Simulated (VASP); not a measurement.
Run report: SnO, efg calculation (part 1 of 2)

SnO (P4/nmm, 4 atoms in the cell), computed with Kohn-Sham DFT of a periodic cell, PBEsol, VASP PAW PBE potentials, recommended, no spin polarisation (VASP 6.6.1).

The structure derives from an entry of the Crystallography Open Database.

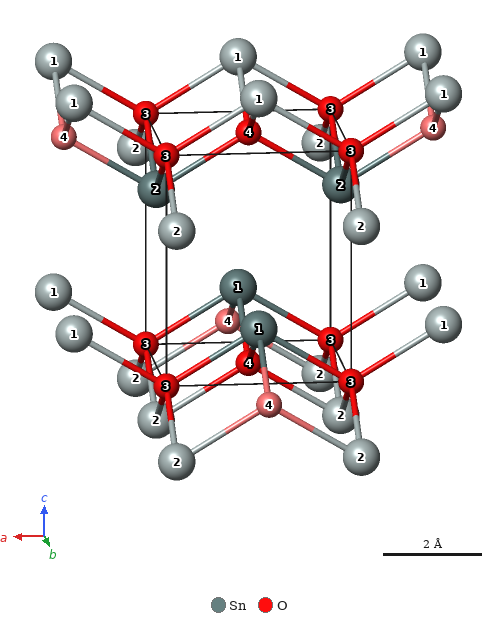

*The structure as given in the input (ball-and-stick view of the cell of the calculation, seen at an oblique angle; neighbours outside the cell are drawn fainter; atoms are numbered from 1 in the order of the input).*

Near neighbours in the crystal (not all of them lie inside the picture): Sn has 4 O at 2.22 Å; O has 4 Sn at 2.22 Å.

INCAR
```
SYSTEM = SnO
  PREC = Accurate
  ENCUT = 700
  EDIFF = 1E-7
  ISMEAR = -1
  SIGMA = 0.02
  LREAL = .False.
  LASPH = .True.
  NELM = 100
  ALGO = Fast
  ISIF = 2
  LWAVE = .False.
  LCHARG = .False.
  GGA = PS
  LEFG = .True.
```

KPOINTS
```
regular mesh
0
Gamma
  6 6 5
  0 0 0
```

POSCAR
```
SnO
1.0
    3.7986000000      0.0000000000      0.0000000000
    0.0000000000      3.7986000000      0.0000000000
    0.0000000000      0.0000000000      4.8408000000
Sn O
2 2
Direct
    0.5000000000      0.0000000000      0.2369000000
    0.0000000000      0.5000000000      0.7631000000
    0.0000000000      0.0000000000      0.0000000000
    0.5000000000      0.5000000000      0.0000000000
```

Hardware: 1 thread of Intel Xeon (Granite Rapids), 64 GiB of memory available, shared host.

Run as:
```bash
cat potpaw_PBE.64/Sn_d/POTCAR potpaw_PBE.64/O/POTCAR > POTCAR
mpirun -np 1 vasp_std > vasp.out
```

OSZICAR
```
N       E                     dE             d eps       ncg     rms          rms(c)
DAV:   1     0.441794138384E+03    0.44179E+03   -0.24264E+04  1448   0.304E+03
DAV:   2     0.393323631204E+02   -0.40246E+03   -0.39579E+03  1496   0.656E+02
DAV:   3    -0.246634074361E+02   -0.63996E+02   -0.63305E+02  1752   0.211E+02
DAV:   4    -0.273772041471E+02   -0.27138E+01   -0.27100E+01  1584   0.470E+01
DAV:   5    -0.274533711687E+02   -0.76167E-01   -0.76145E-01  1912   0.800E+00    0.108E+01
RMM:   6    -0.241635313287E+02    0.32898E+01   -0.13932E+01  1774   0.198E+01    0.416E+00
RMM:   7    -0.242368256733E+02   -0.73294E-01   -0.19908E+00  1912   0.863E+00    0.257E+00
RMM:   8    -0.242291032163E+02    0.77225E-02   -0.42300E-01  1910   0.419E+00    0.887E-01
RMM:   9    -0.242168107313E+02    0.12292E-01   -0.14828E-01  2035   0.183E+00    0.399E-01
RMM:  10    -0.242188991296E+02   -0.20884E-02   -0.28770E-02  1871   0.114E+00    0.355E-01
RMM:  11    -0.242170520931E+02    0.18470E-02   -0.76783E-03  2015   0.649E-01    0.292E-02
RMM:  12    -0.242171379075E+02   -0.85814E-04   -0.11353E-03  2071   0.267E-01    0.338E-02
RMM:  13    -0.242171638460E+02   -0.25938E-04   -0.29747E-04  2259   0.106E-01    0.311E-02
RMM:  14    -0.242171639558E+02   -0.10987E-06   -0.43186E-05  2069   0.443E-02    0.161E-02
RMM:  15    -0.242171633143E+02    0.64153E-06   -0.93092E-06  1964   0.229E-02    0.725E-03
RMM:  16    -0.242171637132E+02   -0.39888E-06   -0.35091E-06  2001   0.146E-02    0.701E-03
RMM:  17    -0.242171639455E+02   -0.23235E-06   -0.91117E-07  1664   0.651E-03    0.803E-03
RMM:  18    -0.242171632442E+02    0.70138E-06   -0.14758E-06  1666   0.787E-03    0.319E-03
RMM:  19    -0.242171631501E+02    0.94055E-07   -0.57220E-07  1532   0.491E-03
   1 F= -.24217163E+02 E0= -.24216963E+02  d E =-.400378E-03
```

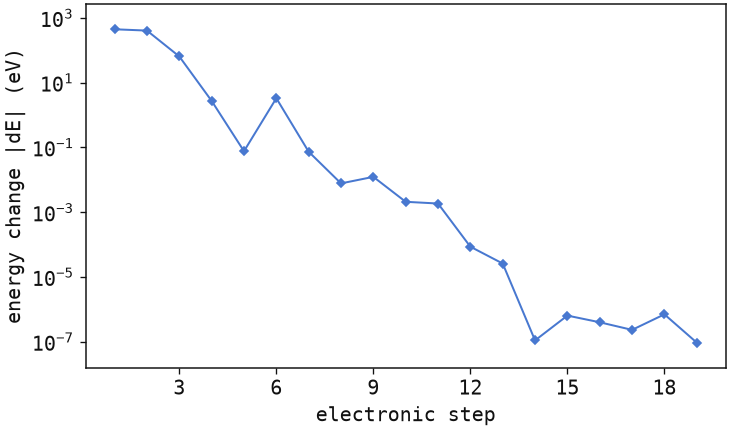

*Convergence of the self-consistent field: energy change |dE| against the electronic step.*

It takes 19 electronic steps. The density is held fixed in the first few steps, and dE rises again when its update begins.

Parts of OUTCAR
```
SYSTEM = SnO
   PREC = Accurate
   ENCUT = 700
   EDIFF = 1E-7
   ISMEAR = -1
   LREAL = .False.
   LASPH = .True.
   NELM = 100
   ISIF = 2
   GGA = PS

 ion  position               nearest neighbor table
   1  0.500  0.000  0.237-   3 2.22   4 2.22   4 2.22   3 2.22   2 3.53   2 3.53   2 3.53   2 3.53
                             2 3.70   2 3.70   2 3.70   2 3.70
   2  0.000  0.500  0.763-   3 2.22   4 2.22   3 2.22   4 2.22   1 3.53   1 3.53   1 3.53   1 3.53
                             1 3.70   1 3.70   1 3.70   1 3.70
   3  0.000  0.000  0.000-   1 2.22   2 2.22   2 2.22   1 2.22
   4  0.500  0.500  0.000-   1 2.22   2 2.22   1 2.22   2 2.22

  LATTYP: Found a simple tetragonal cell.
 ALAT       =     3.7986000000
 C/A-ratio  =     1.2743642395

  Lattice vectors:

 A1 = (   3.7986000000,   0.0000000000,   0.0000000000)
 A2 = (   0.0000000000,   3.7986000000,   0.0000000000)
 A3 = (   0.0000000000,   0.0000000000,   4.8408000000)

Analysis of symmetry for initial positions (statically):
=====================================================================
 Subroutine PRICEL returns:
 Original cell was already a primitive cell.

 Routine SETGRP: Setting up the symmetry group for a
 simple tetragonal supercell.

 Subroutine GETGRP returns: Found 16 space group operations
 (whereof  8 operations were pure point group operations)
 out of a pool of 16 trial point group operations.

The static configuration has the point symmetry D_2d.
 The point group associated with its full space group is D_4h.

Analysis of symmetry for dynamics (positions and initial velocities):
=====================================================================
 Subroutine PRICEL returns:
 Original cell was already a primitive cell.

 Routine SETGRP: Setting up the symmetry group for a
 simple tetragonal supercell.

 Subroutine GETGRP returns: Found 16 space group operations
 (whereof  8 operations were pure point group operations)
 out of a pool of 16 trial point group operations.

The dynamic configuration has the point symmetry D_2d.
 The point group associated with its full space group is D_4h.

 Subroutine INISYM returns: Found 16 space group operations
 (whereof  8 operations are pure point group operations),
 and found     1 'primitive' translations

----------------------------------------------------------------------------------------

                                     Primitive cell

  volume of cell :      69.8497

  direct lattice vectors                    reciprocal lattice vectors
     3.798600000  0.000000000  0.000000000     0.263254883  0.000000000  0.000000000
     0.000000000  3.798600000  0.000000000     0.000000000  0.263254883  0.000000000
     0.000000000  0.000000000  4.840800000     0.000000000  0.000000000  0.206577425

  length of vectors
     3.798600000  3.798600000  4.840800000     0.263254883  0.263254883  0.206577425

  position of ions in fractional coordinates (direct lattice)
     0.500000000  0.000000000  0.236900000
     0.000000000  0.500000000  0.763100000
     0.000000000  0.000000000  0.000000000
     0.500000000  0.500000000  0.000000000

  ion indices of the primitive-cell ions
   primitive index   ion index
                 1           1
                 2           2
                 3           3
                 4           4

----------------------------------------------------------------------------------------

 KPOINTS: regular mesh

Automatic generation of k-mesh.
 Grid dimensions read from file:
 generate k-points for:    6    6    5

 Generating k-lattice:

  Cartesian coordinates                     Fractional coordinates (reciprocal lattice)
     0.043875814  0.000000000  0.000000000     0.166666667  0.000000000  0.000000000
     0.000000000  0.043875814  0.000000000     0.000000000  0.166666667  0.000000000
     0.000000000  0.000000000  0.041315485     0.000000000  0.000000000  0.200000000

  Length of vectors
     0.043875814  0.043875814  0.041315485

  Shift w.r.t. Gamma in fractional coordinates (k-lattice)
     0.000000000  0.000000000  0.000000000

 Subroutine IBZKPT returns following result:
 ===========================================

 Found     30 irreducible k-points:

 Following reciprocal coordinates:
            Coordinates               Weight
  0.000000  0.000000  0.000000      1.000000
  0.166667  0.000000  0.000000      4.000000
  0.333333  0.000000  0.000000      4.000000
  0.500000  0.000000  0.000000      2.000000
  0.166667  0.166667  0.000000      4.000000
  0.333333  0.166667  0.000000      8.000000
  0.500000  0.166667  0.000000      4.000000
  0.333333  0.333333  0.000000      4.000000
  0.500000  0.333333  0.000000      4.000000
  0.500000  0.500000  0.000000      1.000000
  0.000000  0.000000  0.200000      2.000000
  0.166667  0.000000  0.200000      8.000000
  0.333333  0.000000  0.200000      8.000000
  0.500000  0.000000  0.200000      4.000000
  0.166667  0.166667  0.200000      8.000000
  0.333333  0.166667  0.200000     16.000000
  0.500000  0.166667  0.200000      8.000000
  0.333333  0.333333  0.200000      8.000000
  0.500000  0.333333  0.200000      8.000000
  0.500000  0.500000  0.200000      2.000000
  0.000000  0.000000  0.400000      2.000000
  0.166667  0.000000  0.400000      8.000000
  0.333333  0.000000  0.400000      8.000000
  0.500000  0.000000  0.400000      4.000000
 [... further k-points ...]
   k-points           NKPTS =     30   k-points in BZ     NKDIM =     30   number of bands    NBANDS=     24
   number of dos      NEDOS =    301   number of ions     NIONS =      4
   total plane-waves  NPLWV =  54432
   dimension x,y,z NGX =    36 NGY =   36 NGZ =   42
   dimension x,y,z NGXF=    72 NGYF=   72 NGZF=   84
   ions per type =               2   2
   NGX,Y,Z   is equivalent  to a cutoff of  15.76, 15.76, 14.42 a.u.
   NGXF,Y,Z  is equivalent  to a cutoff of  31.51, 31.51, 28.85 a.u.
 SYSTEM =  SnO
   PREC   = accura    normal or accurate (medium, high low for compatibility)
   ISTART =      0    job   : 0-new  1-cont  2-samecut
   ICHARG =      2    charge: 1-file 2-atom 10-const
   ISPIN  =      1    spin polarized calculation?
   LNONCOLLINEAR =      F non collinear calculations
   LSORBIT =      F    spin-orbit coupling
   LASPH  =      T    aspherical Exc in radial PAW
   ENCUT  =  700.0 eV  51.45 Ry    7.17 a.u.   8.19  8.19 10.44*2*pi/ulx,y,z
   NELM   =    100;   NELMIN=  2; NELMDL= -5     # of ELM steps
   EDIFF  = 0.1E-06   stopping-criterion for ELM
   LREAL  =      F    real-space projection
   EDIFFG = 0.1E-05   stopping-criterion for IOM
   NSW    =      0    number of steps for IOM
   IBRION =     -1    ionic relax: 0-MD 1-quasi-New 2-CG
   NFREE  =      0    steps in history (QN), initial steepest desc. (CG)
   ISIF   =      2    stress and relaxation
   ISYM   =      2    0-nonsym 1-usesym 2-fastsym
   POTIM  = 0.5000    time-step for ionic-motion
   TEBEG  =    0.0;   TEEND  =   0.0 temperature during run
   PSTRESS=    0.0 pullay stress
   NELECT =      40.0000    total number of electrons
   NUPDOWN=      -1.0000    fix difference up-down
   EMIN   =  10.00;   EMAX   =-10.00  energy-range for DOS
   EFERMI =   0.00;   METHOD = LEGACY
   ISMEAR =    -1;   SIGMA  =   0.02  broadening in eV -4-tet -1-fermi 0-gaus
   EFERMI_NEDOS =   21; number of points for ismear=-14 and -15
   IALGO  =     68    algorithm
   IMIX   =      4    mixing-type and parameters
     AMIX     =   0.40;   BMIX     =  1.00
     AMIX_MAG =   1.60;   BMIX_MAG =  1.00
  volume/ion in A,a.u.               =      17.46       117.84
  Fermi-wavevector in a.u.,A,eV,Ry     =   1.359482  2.569048 25.146163  1.848191
  Thomas-Fermi vector in A             =   2.486226
   LORBIT       =      0    0 simple, 1 ext, 2 COOP (PROOUT), +10 PAW based schemes
   GGA     = PS    functional components
   LHFCALC =     F    Hartree Fock is set to
   AEXX    =    0.0000 exact exchange contribution
   IVDW    =     0    specifies the selected vdW correction
   LEPSILON=     F    determine dielectric tensor
   LRPA    =     F    only Hartree local field effects (RPA)
 non-spin polarized calculation
 RMM-DIIS sequential band-by-band and
  energy-cutoff  :      700.00
  volume of cell :       69.85
 maximum number of plane-waves:      2960
 NGX is ok and might be reduce to    36
   NGX = 17   NGY = 17   NGZ = 21

 number of electron      39.9999991 magnetization

 Free energy of the ion-electron system (eV)
  ---------------------------------------------------
  ext. energy  EPLUGINS =         0.00000000
  ---------------------------------------------------
  free energy    TOTEN  =       -24.21716315 eV

  energy without entropy =      -24.21676277  energy(sigma->0) =      -24.21696296

 E-fermi :   7.0801     XC(G=0): -10.4960     alpha+bet :-12.4927
```
